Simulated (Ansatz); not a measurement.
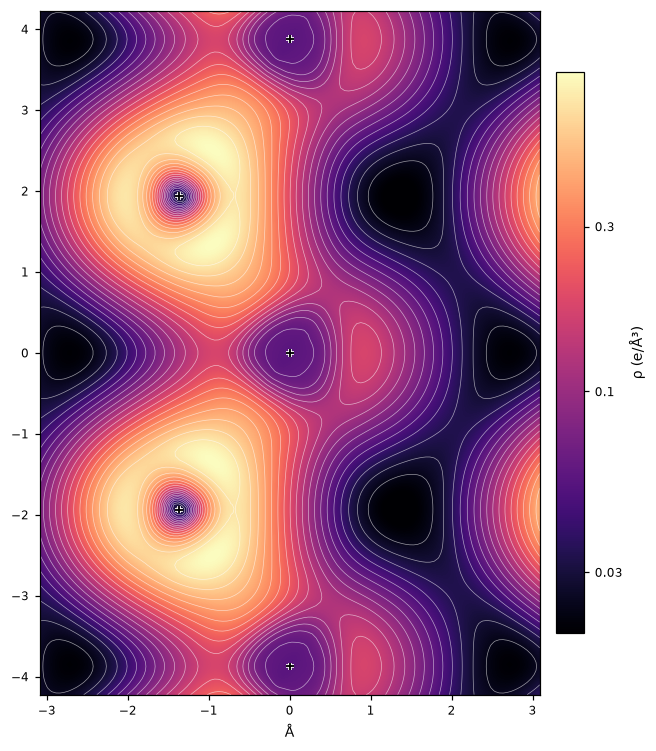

The valence charge density (pseudo) on a plane through atoms (crosses mark nuclei in the plane).

Computed with DFT r2SCAN, scalar-relativistic, plane waves, PAW in Ansatz 0.2.0.

Candidates:
A. CuO₂, a = 4.77 Å, b = 4.77 Å, c = 4.77 Å, α = 90.00°, β = 90.00°, γ = 90.00°. Space group Fm-3m; started from the fluorite prototype, which need not be the ambient phase; computed without spin polarisation.
B. AlP, a = 5.48 Å, b = 5.48 Å, c = 5.48 Å, α = 90.00°, β = 90.00°, γ = 90.00°. Space group F-43m.

Which candidate gave the map?

Candidate B: AlP on the (110) plane of the conventional cell, which holds Al and P. Al–P (2.37 Å): the density is about 0.53 e/Å³ at the midpoint.
